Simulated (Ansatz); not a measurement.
Read the following structure.

```yaml
crystal:
  lattice:
    - [3.12137, 0.00000, 0.00000]
    - [-1.56068, 2.70318, 0.00000]
    - [0.00000, 0.00000, 14.98830]
  atoms:
    - { symbol: Mo, position: [0.66667, 0.33333, 0.25000] }
    - { symbol: Mo, position: [0.33333, 0.66667, 0.75000] }
    - { symbol: S, position: [0.66667, 0.33333, 0.64429] }
    - { symbol: S, position: [0.33333, 0.66667, 0.35571] }
    - { symbol: S, position: [0.66667, 0.33333, 0.85571] }
    - { symbol: S, position: [0.33333, 0.66667, 0.14429] }
```

**Give a crystallographic description of this input.**

The structure is one of MoS$_{2}$. It belongs to space group P6_3/mmc (No. 194) and has a primitive hexagonal lattice. This arrangement goes by the name 2H molybdenite (MoS₂) type. The cell comprises 2 formula units: 2 Mo, 4 S. The Mo atoms are each bonded to six S in a trigonal prismatic arrangement at 2.40 Å. The neighbours of S are three Mo in a trigonal pyramidal arrangement at 2.40 Å. Not all metal-metal contacts are counted. The bonds build MoS2 layers parallel to (001).

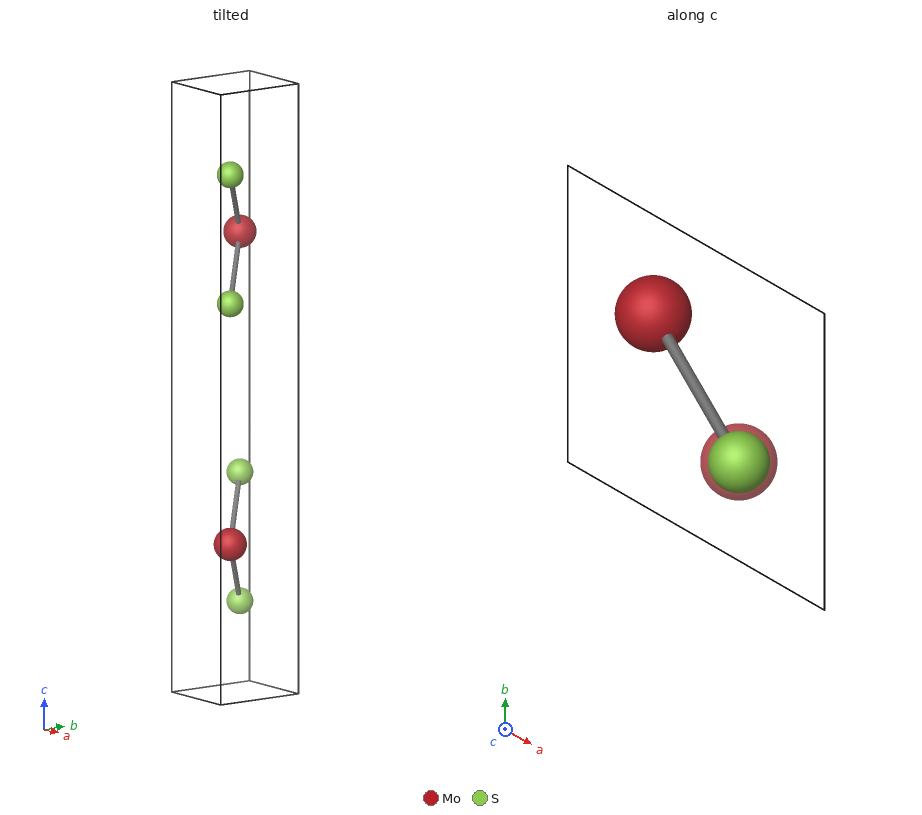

Structure drawing (ball-and-stick), viewed slightly off an axis and along the c axis. The parallelepiped is the conventional unit cell.

The initial geometry was a structure listed in the Materials Project. The cell was then strained or its atoms displaced on purpose. It was run through Ansatz as a DFT input.
